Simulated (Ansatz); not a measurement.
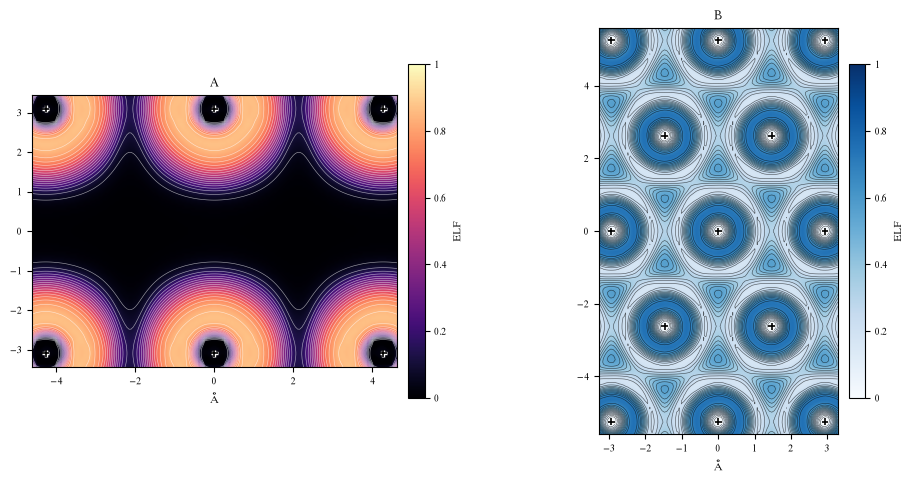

The ELF of 2 systems, each on a plane through atoms (crosses mark nuclei in the plane).

The calculation used Ansatz 0.2.0, DFT r2SCAN, scalar-relativistic, plane waves, PAW.

System 1: Ta, the (101) plane of the conventional cell. Space group I4/mmm; changed on purpose from its base cell (strain -0.015 along x and y, +0.030 along z, atoms carried along); computed without spin polarisation.

```yaml
crystal:
  lattice:
    - [2.07835, -2.07835, 0.00000]
    - [2.07835, 2.07835, 0.00000]
    - [0.00000, 0.00000, 4.34660]
  atoms:
    - { symbol: Ta, position: [0.00000, 0.00000, 0.00000] }
    - { symbol: Ta, position: [0.50000, 0.50000, 0.50000] }
```

System 2: P, the (011) plane of the conventional cell. Space group P4/mmm; changed on purpose from its base cell (strain +0.000 along x and y, +0.025 along z, atoms carried along); computed pressure about −4 GPa in this cell; computed without spin polarisation.

### Match each panel to its system.

Panel A is system 2, P: the plane holds P. P–P (4.27 Å): the ELF is about 0.15 at the midpoint (no localised pair shows between them). Panel B is system 1, Ta: the plane holds Ta. Ta–Ta (2.94 Å): the ELF is about 0.30 at the midpoint.
